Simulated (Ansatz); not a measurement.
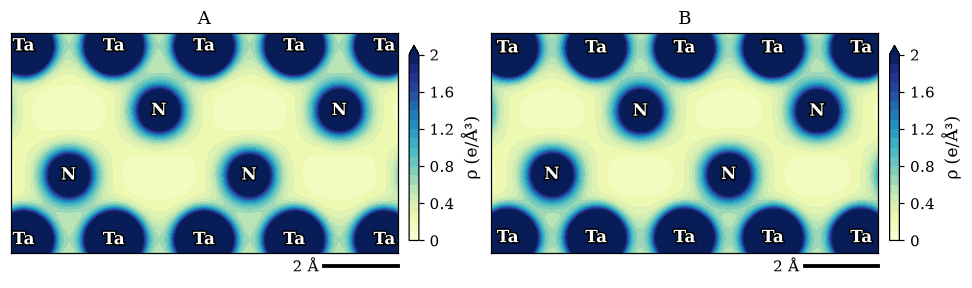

TaN. The valence electron density of two cells that differ in size, on the (110) plane of each (indices in the axes of the calculation cell), at one length scale and on one colour scale: A has 9.9 Å³ an atom and B 9.3.

Theory: Kohn-Sham DFT of a periodic cell, PBE, Ansatz PAW in Ansatz.

The larger cell:

```xyz
4
Lattice="3.0480 0.0000 0.0000 -1.5240 2.6396 0.0000 0.0000 0.0000 4.9180" Properties=species:S:1:pos:R:3 pbc="T T T"
Ta    0.0000    0.0000    0.0000
Ta    0.0000    0.0000    2.4590
N     0.0000    1.7598    1.2295
N     1.5240    0.8799    3.6885
```

The smaller cell: a = 2.986 Å, b = 2.986 Å, c = 4.818 Å, α = 90.00°, β = 90.00°, γ = 120.00°.

**What changes from the larger cell to the smaller?**

From the larger cell to the smaller, Ta–Ta goes from 2.46 to 2.41 Å, and the density at its midpoint from 0.6 to 0.65 e/Å³; Ta–N goes from 2.15 to 2.10 Å, and the density at its midpoint from 0.63 to 0.69 e/Å³; the pressure goes from 59 to 97 GPa.
